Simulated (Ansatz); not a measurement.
# Al$_{3}$Cu$_{2}$: what the fields show

The calculation's input:

```
crystal:
  lattice:
    - [4.0558389475, 0.0, 0.0]
    - [-2.0279194737, 3.5124595622, 0.0]
    - [0.0, 0.0, 4.932018111]
  atoms:
    - { symbol: Al, position: [-0.0002999854, -0.002466258, 0.0014986867] }
    - { symbol: Al, position: [0.3345332749, 0.6765316985, 0.3448644664] }
    - { symbol: Al, position: [0.6663666813, 0.3308670754, 0.6506394733] }
    - { symbol: Cu, position: [0.333033348, 0.6642004087, 0.8430128544] }
    - { symbol: Cu, position: [0.6663666813, 0.3308670754, 0.159984519] }
basis:
  ecutwfc: 420
kpoints:
  mp_grid: { grid: [12, 12, 8] }
hamiltonian:
  xc: lda
scf:
  occupations: { method: gaussian, width: 0.15 }
output:
  forces: true
  stress: true
  eigenvalues: true
  write_density: true
  write_potential: true
  elf: true
  volumetric_format: npy
relax:
  adjacent_minimum: "off"
  f_tol: 0.01
  max_steps: 80
  cell: { stress_tol: 0.1 }
```

Run with:

```sh
ansatz run input.yaml --threads 2 --pin off --max-ram 5120MiB --backend cpu --events-out ev --progress --plain --runs-dir out
```

Below, planes, directions and counts refer to the conventional cell (a = 4.06 Å, b = 4.06 Å, c = 4.93 Å, α = 90.00°, β = 90.00°, γ = 120.00°).

The fields are those of the relaxed geometry.

Space group P-3m1; a structure from a database of computed crystals, not necessarily the ambient phase; changed on purpose from its base cell (atom 2 moved 0.06 A; relaxed back); computed without spin polarisation.

Theory: DFT LDA, scalar-relativistic, plane waves, PAW in Ansatz.

Core electrons are frozen (PAW), and the valence fields are smoothed inside the atomic spheres.

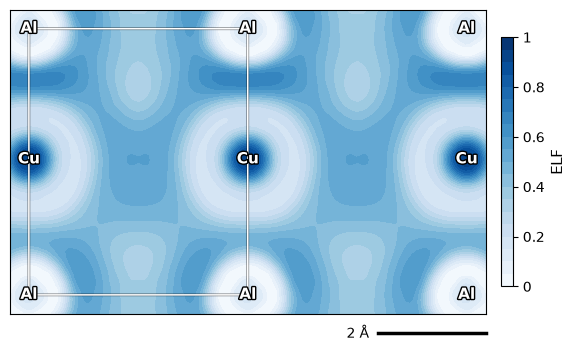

Figure 1. ELF on the (100) plane of the conventional cell.

### Interpret the plot.

- Atoms in the plane: Al and Cu.
- Al–Cu (2.42 Å): the ELF peaks at about 0.70 between the atoms.
- Al–Cu (2.51 Å): the ELF is about 0.35 at the midpoint.
- The features right at Cu lie inside the PAW spheres, where the map follows smoothed inner orbitals and isn't to be read closely.

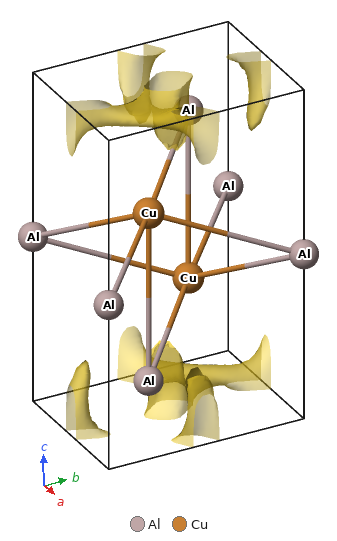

Figure 2. Isosurface of the ELF at 0.65 (yellow), seen slightly off an axis. Only the valence region is drawn (cores and ρ < 0.01 e/Å³ removed). Sticks mark near contacts.

### Identify the bonds, lone pairs and shells in this picture.

The ELF exceeds this value in sheets that run through the cell in two directions, counted in one cell of 5 atoms. Any copies at cell faces, edges or corners count once. Along the contacts the grid gives the following. Al–Al (2.77 Å): the ELF peaks at about 0.70 between the atoms.

### Metal or insulator at this level of theory?

It is metallic or semimetallic at this level of theory: no gap opens.
